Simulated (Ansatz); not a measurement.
# One crystal, many levels of theory: ScBiO3 (C2/c), part 2 of 2

Wanted: a ladder of band gaps for ScBiO3 (C2/c), from density functionals to G0W0.

Ansatz 0.2.0; density functionals, hybrids and G0W0, plane waves, PAW. Known limits of the many-body steps: finite bands, screening cutoff and k mesh; no spin-orbit coupling in G0W0; screening cutoff under 40 eV in some runs.

So far. Step 4 (r2SCAN on the 6×6×4 mesh): Over mesh and listed points the gap is 3.322 eV, from k = (-0.500, 0.000, 0.500) to k = (-0.500, -0.500, 0.000). The least direct gap found is 3.490 eV, at k = (-0.500, -0.500, 0.000). r2SCAN against LDA: 3.322 − 2.832 = +0.490 eV. The runs also differ in plane-wave cutoff (420 eV and 500 eV), so how much of this comes from the functional alone is not known.

In doubt: masses and optical values from hybrid runs of this build are listed as unsure (step 7), which bears on the screening that GW takes from such a start.

### 6. G0W0@LDA, 4×4×2 mesh, 949 empty bands, screening to 130 eV, PAW set soft_1 files

G0W0 replaces the xc potential by a self-energy built once from the orbitals of the start. Levels are corrected in the window of bands that the input names, at points of the mesh.

This step: G0W0 on LDA, plane waves, PAW; PAW set soft_1.

The input, input.yaml:

```yaml
crystal:
  lattice:
    - [4.990429, -2.946812, 0.0]
    - [4.990429, 2.946812, 0.0]
    - [-3.288007, 0.0, 9.594851]
  atoms:
    - { symbol: Sc, position: [0.5, 0.0, 0.0] }
    - { symbol: Sc, position: [0.7467744295, 0.2532255705, 0.75] }
    - { symbol: Sc, position: [0.0, 0.5, 0.5] }
    - { symbol: Sc, position: [0.2532255705, 0.7467744295, 0.25] }
    - { symbol: Bi, position: [0.3068079702, 0.9668261159, 0.6377382856] }
    - { symbol: Bi, position: [0.9668261159, 0.3068079702, 0.1377382856] }
    - { symbol: Bi, position: [0.6931920298, 0.0331738841, 0.3622617144] }
    - { symbol: Bi, position: [0.0331738841, 0.6931920298, 0.8622617144] }
    - { symbol: O, position: [0.1733092497, 0.1188896856, 0.8377623058] }
    - { symbol: O, position: [0.7310255316, 0.1042719339, 0.9161184122] }
    - { symbol: O, position: [0.6309143319, 0.687847841, 0.3621311594] }
    - { symbol: O, position: [0.8811103144, 0.8266907503, 0.6622376942] }
    - { symbol: O, position: [0.312152159, 0.3690856681, 0.1378688406] }
    - { symbol: O, position: [0.3690856681, 0.312152159, 0.6378688406] }
    - { symbol: O, position: [0.1042719339, 0.7310255316, 0.4161184122] }
    - { symbol: O, position: [0.8957280661, 0.2689744684, 0.5838815878] }
    - { symbol: O, position: [0.8266907503, 0.8811103144, 0.1622376942] }
    - { symbol: O, position: [0.687847841, 0.6309143319, 0.8621311594] }
    - { symbol: O, position: [0.2689744684, 0.8957280661, 0.0838815878] }
    - { symbol: O, position: [0.1188896856, 0.1733092497, 0.3377623058] }
kpoints:
  mp_grid: { grid: [4, 4, 2] }
hamiltonian:
  xc: lda
  pseudopotentials: { kind: paw, azcp: { folder: soft_1 }, xc_functional: pbe }
scf:
  occupations: { method: fixed }
gw:
  n_empty_bands: 949
  ecut_chi: 130.0
  qp_bands: [v4, c4]
  qp_kpoints: band_edges
  screening: { model: contour_deformation }
```

Command:

```console
$ ansatz run input.yaml --threads 24 --pin off --max-ram 82944MiB --backend cuda --events-out ev --progress --plain --runs-dir out --devices 1 --max-vram 78GiB
```

Numbers of over 12 decimals in the logs are rounded to 6 here.

The log of the run:

```text
GPUs: using 1 of 1 available (devices: 1).
[...]
Crystal: 20 atoms, lattice volume = 282.201 Å³
Basis set: ecut = 420 eV, 5505 PW (Γ)
Bands: 108, of which v1, the nominal top of the filled ones, is band 88 counted from 1 (87 counted from 0)
Symmetry: 4 space group operations
[...]
k-points: 14 of 32
[...]
7    90     12.5566   -11.0555    -3.9906   -16.0230  0.7926    13.5454    13.5335  root
     7    91     12.5641   -11.1089    -4.0436   -16.1717  0.7915    13.5958    13.5832  root
[...]
13    89     11.8425   -10.5198    -3.5901   -14.9342  0.8015    12.6738    12.6668  root
    13    90     11.8425   -10.5198    -3.5901   -14.9342  0.8015    12.6738    12.6668  root
    13    91     12.3455   -10.3407    -4.4763   -15.9572  0.7908    13.5024    13.4857  root
    13    92     12.3455   -10.3407    -4.4763   -15.9572  0.7908    13.5024    13.4857  root
[key lines of the parts left out:]
SCF converged after 11 iterations
```

Wall time 58 s (1 × NVIDIA GB200 (shared by 2 runs) with 24 threads of Arm Neoverse V2, shared host); peak memory 4.8 GiB; 2.6 min of CPU time.

Numbers from this step:

| Quantity | Value |
| --- | --- |
| bands summed | 1037 |
| RPA ε∞ on this mesh (eigenvalues) | 5.189, 5.547, 5.771 |
| plane waves in the screening matrix | 965 |
| G0W0 gap over the corrected points | 3.848 eV |
| k of the valence top | 0, -0.5, -0.5 |
| k of the conduction bottom | -0.5, -0.5, 0 |
| starting gap on the mesh | 2.832 eV |
| Z at the valence top | 0.7462 |
| Z at the conduction bottom | 0.8045 |
| least direct G0W0 gap over the corrected points | 4.041 eV |

Over all 14 irreducible mesh points the G0W0 gap is 3.848 eV, from k = (0.000, -0.500, -0.500) to k = (-0.500, -0.500, 0.000). The LDA gap of this run on the mesh is 2.832 eV. The two states that bound the G0W0 gap lie that far apart at the start, so the correction of the gap is 3.848 − 2.832 = +1.016 eV.

### 7. G0W0@HSE06, 4×4×2 mesh, 441 empty bands, screening to 78 eV, PAW set soft_1 files

This step: G0W0 on HSE06, plane waves, PAW; PAW set soft_1.

input.yaml: that of step 6 with these lines changed.

```diff
@@ -29,4 +29,4 @@
 hamiltonian:
-  xc: lda
-  pseudopotentials: { kind: paw, azcp: { folder: soft_1 }, xc_functional: pbe }
+  xc: hse06
+  pseudopotentials: { kind: paw, azcp: { folder: soft_1 } }
 scf:
@@ -34,4 +34,4 @@
 gw:
-  n_empty_bands: 949
-  ecut_chi: 130.0
+  n_empty_bands: 441
+  ecut_chi: 78
   qp_bands: [v4, c4]
```

The log of the run:

```text
GPUs: using 1 of 1 available (devices: 1).
[...]
Crystal: 20 atoms, lattice volume = 282.201 Å³
Basis set: ecut = 420 eV, 5505 PW (Γ)
Bands: 108, of which v1, the nominal top of the filled ones, is band 88 counted from 1 (87 counted from 0)
Symmetry: 4 space group operations
[...]
k-points: 14 of 32
[...]
7    89     13.4368   -10.5138    -3.3433   -14.5481  0.8281    14.1317    14.1278  root
     7    90     13.4669   -10.3563    -3.4409   -14.4767  0.8299    14.1501    14.1464  root
     7    91     13.4903   -10.4823    -3.4523   -14.6449  0.8298    14.2047    14.2007  root
[...]
13    89     12.6762    -9.7795    -3.2333   -13.5850  0.8360    13.2507    13.2484  root
    13    90     12.6762    -9.7795    -3.2333   -13.5850  0.8360    13.2507    13.2484  root
    13    91     13.3175    -9.8937    -3.6408   -14.2485  0.8303    14.0356    14.0315  root
    13    92     13.3175    -9.8937    -3.6408   -14.2485  0.8303    14.0356    14.0315  root
```

The job ended after 67 s (1 × NVIDIA GB200 (shared by 2 runs) with 24 threads; peak memory 3.9 GiB).

Numbers from this step:

| Property | Result |
| --- | --- |
| bands summed | 529 |
| RPA ε∞ on this mesh (eigenvalues) | 4.004, 4.229, 4.350 |
| plane waves in the screening matrix | 441 |
| G0W0 gap over the corrected points | 4.235 eV |
| k of the valence top | 0, -0.5, -0.5 |
| k of the conduction bottom | -0.5, -0.5, 0 |
| starting gap on the mesh | 3.995 eV |
| Z at the valence top | 0.7917 |
| Z at the conduction bottom | 0.8385 |
| least direct G0W0 gap over the corrected points | 4.428 eV |

Over all 14 irreducible mesh points the G0W0 gap is 4.235 eV, from k = (0.000, -0.500, -0.500) to k = (-0.500, -0.500, 0.000). The HSE06 gap of this run on the mesh is 3.995 eV. The two states that bound the G0W0 gap lie that far apart at the start, so the correction of the gap is 4.235 − 3.995 = +0.240 eV. G0W0@HSE06 against G0W0@LDA with 529 bands (a further run, in the table below): 4.235 − 3.751 = +0.484 eV, with the same mesh, files and cutoffs, and both edges at the same k points.

### 8. Gap and time by level

Each gap is the least one over the points named; times are wall times on shared hosts, not benchmarks. A G0W0 time includes the run's own self-consistent start. Runs with listed points see these and the mesh alone, so an edge that moves elsewhere is missed. Rows marked * are further runs, not shown as steps, whose inputs differ from the G0W0 step on the same start in the columns given; solver thresholds can differ too. Symmetry makes (-0.500, 0.000, 0.500) and (0.000, -0.500, -0.500) one point.

| level | mesh | files, cutoff | bands summed, screening | points | gap (eV) | valence top | conduction bottom | least direct gap (eV) | time |
| --- | --- | --- | --- | --- | --- | --- | --- | --- | --- |
| LDA | 6×6×4 | soft_1 PAW, 420 eV | - | mesh and path | 2.832 | (-0.500, 0.000, 0.500) | (-0.500, -0.500, 0.000) | 2.990 | 3.6 s |
| LDA+SOC | 6×6×4 | soft_1 PAW, 420 eV | - | mesh and listed points | 2.560 | (-0.500, 0.000, 0.500) | (-0.500, -0.500, 0.000) | 2.716 | 4.7 s |
| r2SCAN | 6×6×4 | soft_1 PAW, 500 eV | - | mesh and listed points | 3.322 | (-0.500, 0.000, 0.500) | (-0.500, -0.500, 0.000) | 3.490 | 3.5 s |
| HSE06 | 4×4×2 | soft_1 PAW, 420 eV | - | mesh and listed points | 3.995 | (-0.500, 0.000, 0.500) | (-0.500, -0.500, 0.000) | 4.171 | 24 s |
| G0W0@LDA* | 4×4×2 | soft_1 PAW, 420 eV | 244, 39 eV | all 14 irreducible mesh points | 3.810 | (0.000, -0.500, -0.500) | (-0.500, -0.500, 0.000) | 4.010 | 12 s |
| G0W0@LDA* | 4×4×2 | soft_1 PAW, 420 eV | 529, 78 eV | all 14 irreducible mesh points | 3.751 | (0.000, -0.500, -0.500) | (-0.500, -0.500, 0.000) | 3.947 | 18 s |
| G0W0@LDA | 4×4×2 | soft_1 PAW, 420 eV | 1037, 130 eV | all 14 irreducible mesh points | 3.848 | (0.000, -0.500, -0.500) | (-0.500, -0.500, 0.000) | 4.041 | 58 s |
| G0W0@LDA* | 2×2×2 | soft_1 PAW, 420 eV | 529, 78 eV | all 6 irreducible mesh points | 3.726 | (0.000, -0.500, -0.500) | (-0.500, -0.500, 0.000) | 3.920 | 6.1 s |
| G0W0@HSE06 | 4×4×2 | soft_1 PAW, 420 eV | 529, 78 eV | all 14 irreducible mesh points | 4.235 | (0.000, -0.500, -0.500) | (-0.500, -0.500, 0.000) | 4.428 | 67 s |

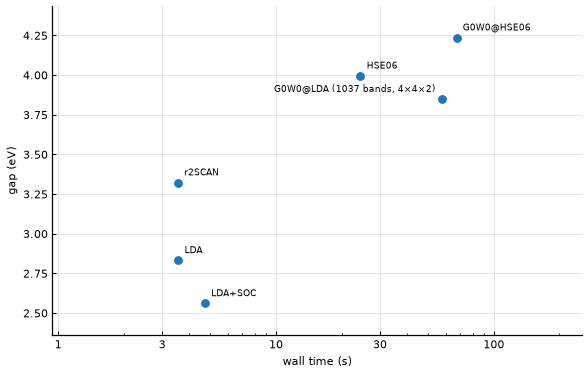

Gap against wall time for the runs shown as steps.

### 9. Outcome

```json
{"LDA, over mesh and path": "2.832 eV", "LDA+SOC, over mesh and listed points": "2.560 eV", "r2SCAN, over mesh and listed points": "3.322 eV", "HSE06, over mesh and listed points": "3.995 eV", "G0W0@LDA (1037 bands, 4×4×2), over all 14 irreducible mesh points": "3.848 eV", "G0W0@HSE06, over all 14 irreducible mesh points": "4.235 eV", "known limits": "finite bands, screening cutoff and k mesh; no spin-orbit coupling in G0W0; screening cutoff under 40 eV in some runs"}
```

In words: The rows run from 2.560 eV (LDA+SOC) to 4.235 eV (G0W0@HSE06). They differ in mesh, plane-wave cutoff, bands and screening cutoff of G0W0 and the points over which the gap was sought as well as in level, so only pairs that share these are like for like. LDA+SOC against LDA: 2.560 − 2.832 = −0.272 eV, with the same mesh, set of files (read in its fully relativistic form for the spin-orbit run) and cutoff, and both edges at the same k points. The spin-orbit run sees mesh and listed points alone, so its gap is an upper bound: the coupling can move an edge off these points, and the change over the zone, its sign included where it is small, is not known. G0W0@HSE06 against G0W0@LDA with 529 bands: 4.235 − 3.751 = +0.484 eV, with the same mesh, files and cutoffs, and both edges at the same k points. G0W0@LDA (1037 bands, 4×4×2) moves the gap of its own start on the mesh by 3.848 − 2.832 = +1.016 eV, between the same two levels. Both edges that LDA shows over mesh and path lie at k points where levels were corrected. Levels at other points were not corrected, so a lower G0W0 gap elsewhere in the zone is not ruled out. G0W0@HSE06 moves the gap of its own start on the mesh by 4.235 − 3.995 = +0.240 eV, between the same two levels. Both edges that HSE06 shows over mesh and listed points lie at k points where levels were corrected. Levels at other points were not corrected, so a lower G0W0 gap elsewhere in the zone is not ruled out. What spin-orbit coupling does to the G0W0 levels was not computed, so no sum with the G0W0 gap is formed. For G0W0@LDA: from 244 bands and 39 eV to 1037 bands and 130 eV the gap moves by 3.848 − 3.810 = +0.038 eV (rung by rung 3.810, 3.751, 3.848 eV); bands and screening cutoff rise together, so their parts are not told apart. The gap turns back along the series (3.810, 3.751, 3.848 eV), so no line is drawn and the limit is not known. The other G0W0 rows are shown at one basis each (529 bands), so their distance from the limit is not known here. With the 2×2×2 mesh in place of the 4×4×2 mesh and all else as in the G0W0@LDA row with 529 bands, the gap differs by 3.726 − 3.751 = −0.025 eV, and that of the start by 2.824 − 2.832 = −0.008 eV. The G0W0 runs are scalar-relativistic. G0W0 is shown with one set of atomic data (soft_1 PAW), so the error from the files is not known here. A screening cutoff under 40 eV is crude: G0W0@LDA with 244 bands at 39 eV.

[Paths, hosts, dates, memory and timing lines, banners, echoed tables and standing remarks are left out of the program output.]

[Logs are printed without paths, hosts, clocks, repeated set-up lines and the standing remarks that a program may print on its own settings, such as how far it seeks lower states.]

[Runs of the session that timed out or met a known fault of the program may be left out.]

[Cells called generated may have been cut or substituted from an entry of the Crystallography Open Database or the Materials Project.]

[Hosts, paths, dates, database ids (printed as entryN), source tags and the programs' standing remarks are cut or masked in the printed files.]

[Where an RPA ε∞ is given, it is that of the G0W0 mesh and is not shown converged in it. Names of k-points follow the symmetry that the program found, which can be lower than the space group named. Band edges on a path are those of the sampled points; other points can move an edge, and change direct to indirect where valleys lie close.]

[Hybrid gaps are those of their k-mesh and are not shown converged in it.]
